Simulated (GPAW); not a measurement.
# Core-hole calculation of the N K edge in wurtzite (GaN)₁₋ₓ(AlN)ₓ at x = 0.875, part 2 of 3

Aim: the N K edge in wurtzite (GaN)₁₋ₓ(AlN)ₓ at x = 0.875, one member of a composition series.

GPAW 26.7.0; X-ray absorption from dipole matrix elements to empty bands, plane-wave PAW LDA.

So far. Step 3 (Ground state of the crystal): The mesh shows a gap of 3.81 eV. The excited electron is kept all the same, so that all members of the series, with or without a gap, are treated alike.

### 5. Spectrum with XCH, N atom 2

The holes are 5.0 Å apart. In GPAW the data set carries the hole's charge, so charge=0 means a charged cell and charge=-1 a neutral one. The excited electron is kept in the cell, where it fills the lowest empty states and screens the hole. After the field has converged, empty bands are computed with the density fixed and the dipole matrix elements are summed.

The absorber has 4 Al at 1.89 Å (tetrahedral).

Contents of xas.py:

```python
import numpy as np
from ase import Atoms
from ase.parallel import parprint, paropen
from gpaw import GPAW, PW, FermiDirac, Mixer, MixerDif, setup_paths
from gpaw.test import gen
setup_paths.insert(0, '.')
gen('N', name='fch1s', xcname='LDA', corehole=(1, 0, 1), write_xml=True)
from gpaw.mpi import world
world.barrier()

atoms = Atoms('AlNAlNAlNAlNAlNAlNAlNGaN',
    cell=[[6.24325, 0, 0],
     [0, 5.406813, 0],
     [0, 0, 5.007375]],
    scaled_positions=[[0.002035, 0.0015342, 0.0007886],
     [0.000695, 0.3338875, 0.1207723],
     [0.0023944, 0.3337892, 0.5002879],
     [0.0087849, 0.0047937, 0.6227179],
     [0.2501583, 0.5008672, 0.0008604],
     [0.2500442, 0.8329559, 0.1209818],
     [0.2507165, 0.8325444, 0.5000861],
     [0.2503383, 0.5016358, 0.6202775],
     [0.4980644, 0.0016055, 0.0011354],
     [0.4996517, 0.334016, 0.1211407],
     [0.4982496, 0.3337994, 0.5007076],
     [0.4926733, 0.0047076, 0.6229298],
     [0.7502305, 0.4977314, 0.0011645],
     [0.750027, 0.8337093, 0.1060489],
     [0.7506385, 0.8335342, 0.5005528],
     [0.7503204, 0.4888633, 0.622688]],
    pbc=True)
atoms.calc = calc = GPAW(legacy_gpaw=True, mode=PW(500, force_complex_dtype=True), xc='LDA', setups={1: 'fch1s'},
    kpts={'size': (3, 3, 3), 'gamma': True}, occupations=FermiDirac(0.04),
    charge=-1, mixer=Mixer(0.1, 5, 50), maxiter=150,
    convergence={'density': 0.0001, 'eigenstates': 1e-6}, txt='scf.txt')
energy = atoms.get_potential_energy() + calc.get_reference_energy()
ef = calc.get_fermi_level()
out = dict(energy=energy, fermi=ef, forces=atoms.get_forces().tolist())
parprint(f'all-electron energy {energy:.4f} eV, Fermi level {ef:.4f} eV')
ev = np.array([[calc.get_eigenvalues(k, s) for k in range(len(calc.get_ibz_k_points()))] for s in range(calc.get_number_of_spins())])
out['homo'], out['lumo'], out['counts'] = ev[ev < ef].max(), ev[ev > ef].min(), sorted(set((ev < ef).sum((0, 2)).tolist()))
out['filled'] = (ev[:, 0] < ef).sum(1).tolist()

from ase.units import Ha
from gpaw.xas import dipole_matrix_elements
nb = int(calc.get_number_of_electrons() / 2) + 88
top, nb = nb, nb + 8 + nb // 12
nscf = calc.fixed_density(kpts={'size': (4, 4, 5), 'gamma': True}, nbands=nb,
    convergence={'bands': top, 'eigenstates': 5e-3}, maxiter=60, txt='nscf.txt')
cell = atoms.cell.array
ops = [cell.T @ U.T @ np.linalg.inv(cell.T) for U in nscf.wfs.kd.symmetry.op_scc]
filled = [32]  # bands filled in the ground state, by spin
E = np.arange(-6, 30, 0.1)
fwhm = np.interp(E, [4, 25], [0.9, 3.5])
Y, X, zero, highest = 0, 0, 1e9, 1e9
for spin in range(nscf.get_number_of_spins()):
    wfs = nscf.wfs
    mine = wfs.bd.get_slice()  # this rank's bands
    A = dipole_matrix_elements(wfs.setups[1])
    eps = np.zeros((wfs.kd.nibzkpts, nb))
    d = np.zeros((3, A.shape[1], wfs.kd.nibzkpts, nb), complex)
    for kpt in wfs.kpt_u:
        if kpt.s == spin and 1 in kpt.P_ani:
            eps[kpt.k, mine] = kpt.eps_n * Ha
            d[:, :, kpt.k, mine] = (kpt.weight * wfs.nspins / 2) ** 0.5 * np.inner(A, kpt.P_ani[1])
    world.sum(eps)
    world.sum(d)
    T = np.einsum('amkn,bmkn->abkn', d, d.conj()).real
    T = sum(np.einsum('ai,ijkn,bj->abkn', R, T, R) for R in ops) / len(ops)
    empty = np.ones_like(eps, bool) & (np.arange(nb) >= filled[spin])
    zero, highest = min(zero, eps[empty].min()), min(highest, eps[:, top - 1].min())
    lines = [(eps, T, empty)] if spin == 0 else lines + [(eps, T, empty)]
for eps, T, empty in lines:
    f = np.einsum('aakn->akn', T).reshape(3, -1)
    x = eps.ravel() - zero
    w = np.interp(x, E, fwhm) / 2.35482
    g = np.exp(-0.5 * ((E[:, None] - x) / w) ** 2) / (w * (2 * np.pi) ** 0.5)
    Y = Y + (f * empty.ravel()) @ g.T
    X = X + (f * ~empty.ravel()) @ g.T
out.update(E=E.round(2).tolist(), xas=Y.tolist(), xes=X.tolist(), zero=zero, valid=highest - zero, nk=len(eps), nb=nb)
for i in range(0, len(E), 10):
    parprint(f'{E[i]:7.2f}', *(f'{v:10.3e}' for v in Y[:, i]))
import json
with paropen('out.json', 'w') as f:
    json.dump(out, f)
```

Started as:

```sh
$ OMP_NUM_THREADS=1 mpirun -n 4 gpaw python xas.py
```

Numbers of over 12 decimals in the logs are rounded to 6 here.

What it wrote:

```text
Input parameters:
  charge: -1
  convergence: {density: 0.0001,
                eigenstates: 1e-06}
  kpts: {gamma: True,
         size: (3, 3, 3)}
  maxiter: 150
  mixer: {backend: pulay,
          beta: 0.1,
          method: separate,
          nmaxold: 5,
          weight: 50}
  mode: {ecut: 500.0,
         force_complex_dtype: True,
         name: pw}
  occupations: {fixmagmom: False,
                name: fermi-dirac,
                width: 0.04}
  setups: {1: fch1s}

Initialize ...

[... PAW data sets ...]

Reference energy: -110207.260555  # eV

Spin-paired calculation

[... convergence settings ...]
Symmetries present (total): 1
  [... symmetry matrices ...]

27 k-points: 3 x 3 x 3 Monkhorst-Pack grid
14 k-points in the irreducible part of the Brillouin zone
       k-points in crystal coordinates                weights
   0:     0.00000000    0.00000000    0.00000000          1/27
   1:     0.00000000    0.00000000    0.33333333          2/27
   2:     0.00000000    0.33333333   -0.33333333          2/27
   3:     0.00000000    0.33333333    0.00000000          2/27
   4:     0.00000000    0.33333333    0.33333333          2/27
   5:     0.33333333   -0.33333333   -0.33333333          2/27
   6:     0.33333333   -0.33333333    0.00000000          2/27
   7:     0.33333333   -0.33333333    0.33333333          2/27
   8:     0.33333333    0.00000000   -0.33333333          2/27
   9:     0.33333333    0.00000000    0.00000000          2/27
          ...
  13:     0.33333333    0.33333333    0.33333333          2/27

Wave functions: Plane wave expansion
  Cutoff energy: 500.000 eV
  Number of coefficients (min, max): 4271, 4314
  Pulay-stress correction: 0.000000 eV/Ang^3 (de/decut=0.000000)
  Using FFTW library
  Wavefunction extrapolation:
    Improved wavefunction reuse through dual PAW basis

Occupation numbers: Fermi-Dirac:
  width: 0.0400  # eV

Eigensolver
   Davidson(niter=2)

Densities:
  Coarse grid: 35*28*27 grid
  Fine grid: 70*56*54 grid
  Total Charge: 0.000000

Density mixing:
  Method: separate
  Backend: pulay
  Linear mixing parameter: 0.1
  old densities: 5
  Width of damping distribution: 1.1
  Damping of long wavelength oscillations: 50

[... Hamiltonian set-up ...]
Number of atoms: 16
Number of atomic orbitals: 64
Number of bands in calculation: 43
Number of valence electrons: 65
Bands to converge: occupied

... initialized

Initializing position-dependent things.

Density initialized from atomic densities
Creating initial wave functions:
  43 bands from LCAO basis set

Positions:
   0 Al     0.012705    0.008295    0.003949    ( 0.0000,  0.0000,  0.0000)
   1 N      0.004339    1.805267    0.604752    ( 0.0000,  0.0000,  0.0000)
   2 Al     0.014949    1.804736    2.505129    ( 0.0000,  0.0000,  0.0000)
   3 N      0.054846    0.025919    3.118182    ( 0.0000,  0.0000,  0.0000)
   4 Al     1.561801    2.708095    0.004308    ( 0.0000,  0.0000,  0.0000)
   5 N      1.561088    4.503637    0.605801    ( 0.0000,  0.0000,  0.0000)
   6 Al     1.565286    4.501412    2.504119    ( 0.0000,  0.0000,  0.0000)
[...]
13 N      4.682606    4.507710    0.531027    ( 0.0000,  0.0000,  0.0000)
  14 Ga     4.686424    4.506764    2.506456    ( 0.0000,  0.0000,  0.0000)
  15 N      4.684438    2.643192    3.118032    ( 0.0000,  0.0000,  0.0000)

Unit cell:
           periodic     x           y           z      points  spacing
  1. axis:    yes    6.243250    0.000000    0.000000    35     0.1784
  2. axis:    yes    0.000000    5.406813    0.000000    28     0.1931
  3. axis:    yes    0.000000    0.000000    5.007375    27     0.1855

  Lengths:   6.243250   5.406813   5.007375
  Angles:   90.000000  90.000000  90.000000

Effective grid spacing dv^(1/3) = 0.1855

iter:   1  -154.894222
iter:   2  -146.909007   -1.02  -0.60
iter:   3  -137.404388   -0.43  -0.70
iter:   4  -137.282695   -2.06  -1.09
iter:   5  -137.147465   -2.20  -1.18
iter:   6  -137.105780   -1.81  -1.74
iter:   7  -137.017806   -2.37  -1.81
iter:   8  -137.015586   -3.72  -2.40
iter:   9  -137.015490c  -3.73  -2.57
iter:  10  -137.013858c  -4.07  -2.56
iter:  11  -137.013889c  -4.66  -3.03
iter:  12  -137.013745c  -5.18  -3.13
iter:  13  -137.013731c  -6.26c -3.29
iter:  14  -137.013696c  -5.78  -3.38
iter:  15  -137.013707c  -5.93  -3.91
iter:  16  -137.013698c  -6.84c -3.84
iter:  17  -137.013695c  -6.49c -4.13c

Converged after 17 iterations.

Dipole moment: (-4.501766, 1.123493, -7.554674) |e|*Ang

Energy contributions relative to reference atoms: (reference = -110207.260555)

Kinetic:       +143.892273
Potential:     -123.159974
External:        +0.000000
XC:            -157.161367
Entropy (-ST):   -0.016571
Local:           -0.576342
SIC:             +0.000000
--------------------------
Free energy:   -137.021980
Extrapolated:  -137.013695

Showing only first 2 kpts
 Kpt  Band  Eigenvalues  Occupancy
  0    30      5.78809    2.00000
  0    31      5.86920    2.00000
  0    32      9.38155    2.00000
  0    33     11.31258    0.00000

  1    30      5.65525    2.00000
  1    31      5.72547    2.00000
  1    32     10.43338    1.99932
[...]
Fermi level: 10.75299

No gap
No difference between direct/indirect transitions

Forces in eV/Ang:
  0 Al    0.05281   -1.13728   -0.57894
  1 N    -0.04335   -0.03602    0.37750
  2 Al    0.00840    0.01614    1.20879
  3 N     0.12969    0.48453   -0.07303
  4 Al    1.11819    0.49550   -0.46767
  5 N    -0.39862   -0.06398    0.07013
  6 Al    0.24152    0.11872    0.09230
[...]
13 N     0.39948    0.02632   -0.17686
 14 Ga   -0.26079    0.07021    0.04762
 15 N     0.42395   -0.38870    0.07925
Scalar-relativistic atomic LDA calculation for N (Nitrogen, Z=7)
Core hole in 1s state (1s occupation: 1.0)
300 radial gridpoints.
|------------------------------------------------|
|------------------------------------------------|
[... the atom generator's iteration count ...]

Energy contributions:
-------------------------
Kinetic:      +38.530757
XC:            -4.452581
Potential:    -72.816894
-------------------------
Total:        -38.738717

state      eigenvalue         ekin         rmax
-----------------------------------------------
1s^1.0 :   -16.643762    23.347388        0.145
2s^2.0 :    -1.332146     3.154276        0.915
2p^3.0 :    -0.925852     2.958273        0.782
-----------------------------------------------
(units: Bohr and Hartree)

Generating PAW setup
Kinetic energy of the core from tauc = 23.362075
Cutoffs:
rc(s)=1.140
rc(p)=1.000
rc(d)=1.090
rc(vbar)=1.120
rc(comp)=1.090
rc(nct)=1.140

Kinetic energy of the core states: 23.347388
Charge: 1.0
Core electrons: 1.0
Valence electrons: 5.0
Pseudo-core charge: 0.003881
Shape function alpha=8.417
Pseudo-electron charge 4.904142
state    eigenvalue         norm
--------------------------------
2s(2) :    -1.332146     1.098259
*s    :    -0.332146
2p(3) :    -0.925852     0.901248
*p    :     0.074148
*d    :     0.000000
--------------------------------

Diagonalizing with gridspacing h=0.050

state   all-electron     PAW
-------------------------------
2s:      -1.332146    -1.333594
2p:      -0.925852    -0.929974
*d:                   -0.063788
*f:                   -0.013854
-------------------------------
all-electron energy -110344.2743 eV, Fermi level 10.7530 eV
[...]
27.00  9.796e-05  9.810e-05  9.849e-05
  28.00  1.033e-04  1.007e-04  9.483e-05
  29.00  9.433e-05  9.223e-05  8.075e-05
```

The job ended after 75 s (4 MPI ranks of INTEL XEON PLATINUM 8581C at 2.10GHz (Emerald Rapids), shared host; peak memory 0.46 GiB).

The N K spectrum, N atom 2, excited-electron core hole (neutral cell) (energy from the bottom of the conduction band, which holds the excited electron; intensity scaled to a mean of 1 over the first 20 eV):

```
E (eV)  isotropic  ε ∥ x  ε ∥ y  ε ∥ z
  -2.0       0.00   0.00   0.00   0.00
  -0.5       0.00   0.00   0.00   0.00
   1.0       0.19   0.22   0.16   0.19
   2.5       1.85   1.88   1.78   1.89
   4.0       1.67   1.62   1.97   1.43
   5.5       1.99   2.13   1.89   1.94
   7.0       1.90   1.66   1.60   2.43
   8.5       1.03   0.97   1.09   1.04
  10.0       0.66   0.79   0.81   0.38
  11.5       0.64   0.67   0.59   0.66
  13.0       0.36   0.31   0.31   0.46
  14.5       0.46   0.45   0.47   0.45
  16.0       0.52   0.48   0.52   0.57
  17.5       0.80   0.77   0.76   0.86
  19.0       1.07   1.14   1.07   0.99
  20.5       1.15   1.21   1.22   1.03
  22.0       1.08   1.09   1.11   1.03
  23.5       0.81   0.77   0.77   0.91
```

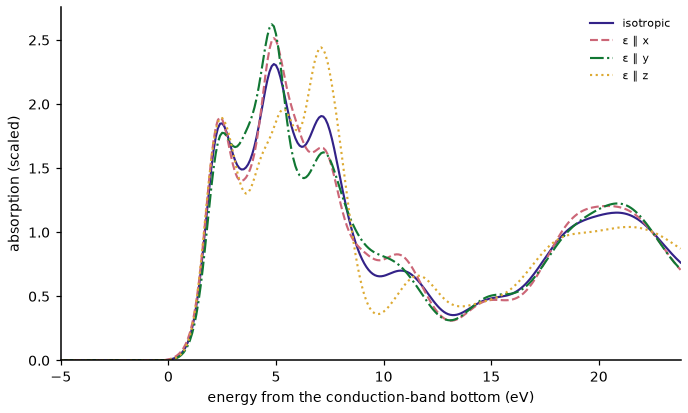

The N K edge, N atom 2, excited-electron core hole (neutral cell): main maxima at 2.5, 4.9 and 7.1 eV.

Main maxima below 23 eV (height): 2.5 eV (1.85), 4.9 eV (2.31), 7.1 eV (1.91) and 20.8 eV (1.15). A K edge sees empty p states on the absorber.

The total-energy difference is 403.52 eV. One term is added: -7.76 eV, since the hole is spin-paired here and a spin-polarised one costs that much less in the free atom (computed apart). The photon energy is then 395.76 eV. The functional leaves an error in such absolute values: in the free atom LDA prices this hole 3.5 eV below PBE (computed apart), and PBE is itself good to a few eV.

### 6. Reference energy of the cell

The absorbing element, whose data set is made anew, changes for the next run, so it gets a reference energy of its own.

Contents of scf.py:

```python
import numpy as np
from ase import Atoms
from ase.parallel import parprint, paropen
from gpaw import GPAW, PW, FermiDirac, Mixer, MixerDif, setup_paths
from gpaw.test import gen
setup_paths.insert(0, '.')
gen('Ga', name='nch1s', xcname='LDA', corehole=(1, 0, 0), write_xml=True)
from gpaw.mpi import world
world.barrier()

atoms = Atoms('AlNAlNAlNAlNAlNAlNAlNGaN',
    cell=[[6.24325, 0, 0],
     [0, 5.406813, 0],
     [0, 0, 5.007375]],
    scaled_positions=[[0.002035, 0.0015342, 0.0007886],
     [0.000695, 0.3338875, 0.1207723],
     [0.0023944, 0.3337892, 0.5002879],
     [0.0087849, 0.0047937, 0.6227179],
     [0.2501583, 0.5008672, 0.0008604],
     [0.2500442, 0.8329559, 0.1209818],
     [0.2507165, 0.8325444, 0.5000861],
     [0.2503383, 0.5016358, 0.6202775],
     [0.4980644, 0.0016055, 0.0011354],
     [0.4996517, 0.334016, 0.1211407],
     [0.4982496, 0.3337994, 0.5007076],
     [0.4926733, 0.0047076, 0.6229298],
     [0.7502305, 0.4977314, 0.0011645],
     [0.750027, 0.8337093, 0.1060489],
     [0.7506385, 0.8335342, 0.5005528],
     [0.7503204, 0.4888633, 0.622688]],
    pbc=True)
atoms.calc = calc = GPAW(legacy_gpaw=True, mode=PW(500, force_complex_dtype=True), xc='LDA', setups={14: 'nch1s'},
    kpts={'size': (3, 3, 3), 'gamma': True}, occupations=FermiDirac(0.02),
    charge=0, mixer=Mixer(0.1, 5, 50), maxiter=150,
    convergence={'density': 0.0001, 'eigenstates': 1e-6}, txt='scf.txt')
energy = atoms.get_potential_energy() + calc.get_reference_energy()
ef = calc.get_fermi_level()
out = dict(energy=energy, fermi=ef, forces=atoms.get_forces().tolist())
parprint(f'all-electron energy {energy:.4f} eV, Fermi level {ef:.4f} eV')
ev = np.array([[calc.get_eigenvalues(k, s) for k in range(len(calc.get_ibz_k_points()))] for s in range(calc.get_number_of_spins())])
out['homo'], out['lumo'], out['counts'] = ev[ev < ef].max(), ev[ev > ef].min(), sorted(set((ev < ef).sum((0, 2)).tolist()))
out['filled'] = (ev[:, 0] < ef).sum(1).tolist()
import json
with paropen('out.json', 'w') as f:
    json.dump(out, f)
```

Started as:

```sh
$ OMP_NUM_THREADS=1 mpirun -n 4 gpaw python scf.py
```

What it wrote:

```text
Input parameters:
  convergence: {density: 0.0001,
                eigenstates: 1e-06}
  kpts: {gamma: True,
         size: (3, 3, 3)}
  maxiter: 150
  mixer: {backend: pulay,
          beta: 0.1,
          method: separate,
          nmaxold: 5,
          weight: 50}
  mode: {ecut: 500.0,
         force_complex_dtype: True,
         name: pw}
  occupations: {fixmagmom: False,
                name: fermi-dirac,
[...]
4s(2) :    -0.336865     1.140380
*s    :     0.663135
4p(1) :    -0.100461     1.012264
*p    :     0.899539
*d    :     0.000000
--------------------------------

Diagonalizing with gridspacing h=0.050

state   all-electron     PAW
-------------------------------
4s:      -0.336865    -0.337024
4p:      -0.100461    -0.100552
*d:                    0.030615
*f:                    0.065359
-------------------------------
all-electron energy -110747.7975 eV, Fermi level 6.6444 eV
[key lines of the parts left out:]
Converged after 15 iterations.
Dipole moment: (-4.433667, 1.265203, -7.272785) |e|*Ang
Free energy:   -123.796716
Fermi level: 6.64444
```

Wall time 17 s (4 MPI ranks); peak memory 0.27 GiB; 69 s of CPU time.

Reference energy: -110747.798 eV with the cores included.

(Continued in part 3 of 3.)

[Banner, clock and machine lines of the logs are left out without a mark of their own.]

[Logs are printed without paths, hosts, clocks, repeated set-up lines and the standing remarks that a program may print on its own settings, such as how far it seeks lower states.]

[Hosts, paths, dates, database ids (printed as entryN), source tags and the programs' standing remarks are cut or masked in the printed files.]

[Lists of maxima count a maximum above −3 eV only where it reaches 4 % of the highest in the window and stands out from its surroundings by 2 % of it (1.5 % where it reaches 55 %); shoulders and weaker maxima are passed over, and of the rest the first, up to two pre-edge ones and the few strongest are named.]
